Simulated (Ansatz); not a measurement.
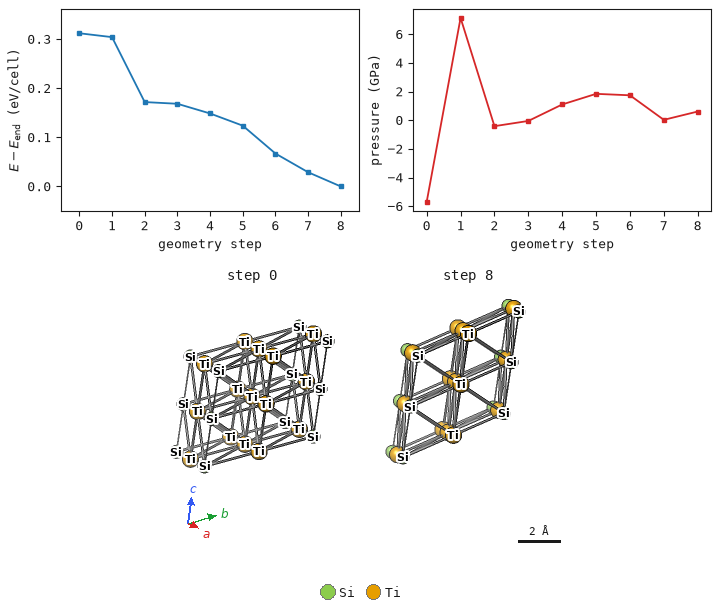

First and last geometry of a relaxation of crystalline Ti3Si (set up in Cmmm), with the history of the run. Style: ball-and-stick. Shown: the cell of the calculation, slightly off an axis.

Case: 2 of 8 Ti sites taken by Si, cell and atoms relaxed.

Method: DFT r2SCAN, scalar-relativistic, plane waves, PAW in Ansatz. (plane-wave cutoff 500 eV; k-point mesh 8 × 8 × 8; occupations gaussian; smearing width 0.1 eV; no spin polarisation; cell and atoms relaxed; force threshold 0.015 eV/Å; at most 60 steps)

**Did the run converge, and what did it change?**

The run was cut off at its time limit before the relaxation converged, so the last structure is only a point on the way. No atom moves by more than 0.005 Å relative to the cell. The drawn cell changes as follows: a = b 5.708 → 5.442 Å (−4.7 %), c 5.708 → 6.089 Å (+6.7 %), α 60.0° → 56.0°, β 60.0° → 56.0°, γ 60.0° → 72.3°; the volume changes by −5.8 %. Near-neighbour distances that change, for instance: Si–Ti 4.036 → 3.169 Å, Ti–Ti 4.036 → 3.169 Å, Ti–Ti 2.854 → 3.209 Å, Si–Ti 2.854 → 3.209 Å. The space group stays Cmmm (No. 65). The energy falls by 0.312 eV per cell of the calculation in 8 geometry steps. All forces vanish by symmetry, so only the cell relaxes. Pressure: −5.69 GPa at the start and 0.60 GPa at the end.
